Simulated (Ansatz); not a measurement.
System: MoSe.

The calculation's input:

```
crystal:
  lattice:
    - [0.0, 2.7209018999, 2.7209018999]
    - [2.7209018999, 0.0, 2.7209018999]
    - [2.7209018999, 2.7209018999, 0.0]
  atoms:
    - { symbol: Mo, position: [0.0, 0.0, 0.0], spin: 3.5 }
    - { symbol: Se, position: [0.5, 0.5, 0.5] }
basis:
  ecutwfc: 420
kpoints:
  mp_grid: { grid: [14, 14, 14] }
hamiltonian:
  xc: pbesol
scf:
  occupations: { method: gaussian, width: 0.1 }
  lower_state_search: "off"
output:
  forces: true
  stress: true
  eigenvalues: true
  populations: true
  write_density: true
  write_potential: true
  elf: true
  volumetric_format: npy
magnetization:
  spin_polarized: true
```

Run with:

```sh
ansatz run input.yaml --threads 1 --pin off --max-ram 2560MiB --backend cpu --events-out ev --progress --plain --runs-dir out
```

Below, planes, directions and counts refer to the conventional cell (a = 5.44 Å, b = 5.44 Å, c = 5.44 Å, α = 90.00°, β = 90.00°, γ = 90.00°).

Space group Fm-3m; started from the rock salt prototype, which need not be the ambient phase; computed pressure about −10 GPa in this cell; spin-polarised.

The calculation used DFT PBEsol, scalar-relativistic, plane waves, PAW in Ansatz 0.2.0.

What can the converged valence pseudo-density, electron localisation function and spin density tell about the bonding?

Answer. Mo–Se (2.72 Å): the density is about 0.33 e/Å³ at the midpoint; the ELF is about 0.35 at the midpoint.
The spin density sits on Mo: +2.1 μB (×4) in one cell of 8 atoms: parallel main moments, as they must be, since the calculation's own cell holds one magnetic site. The cell of the calculation (2 atoms) carries 2.7 μB of net spin moment.

Metal or insulator at this level of theory?

Answer. It is metallic or semimetallic at this level of theory: no gap opens; semilocal functionals without U, or without the true magnetic order, often close the gap of such compounds.

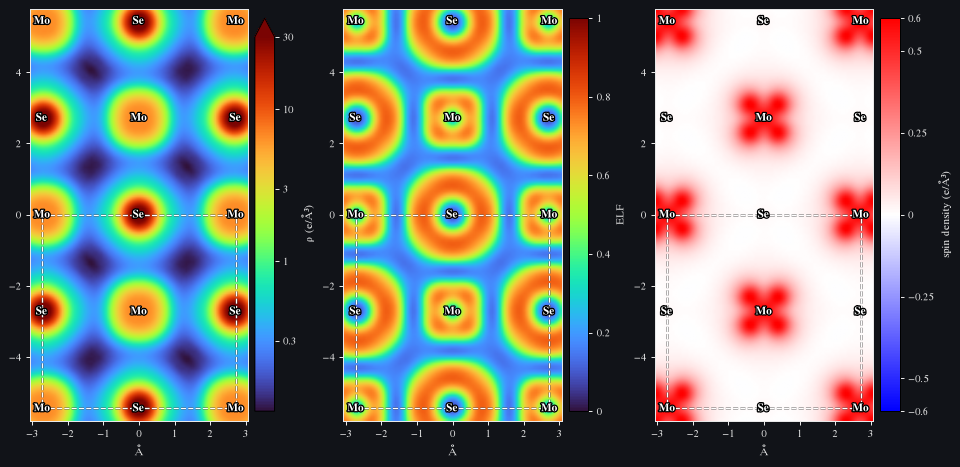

Computed valence pseudo-density, electron localisation function and spin density on the (100) plane of the conventional cell, in this order. 
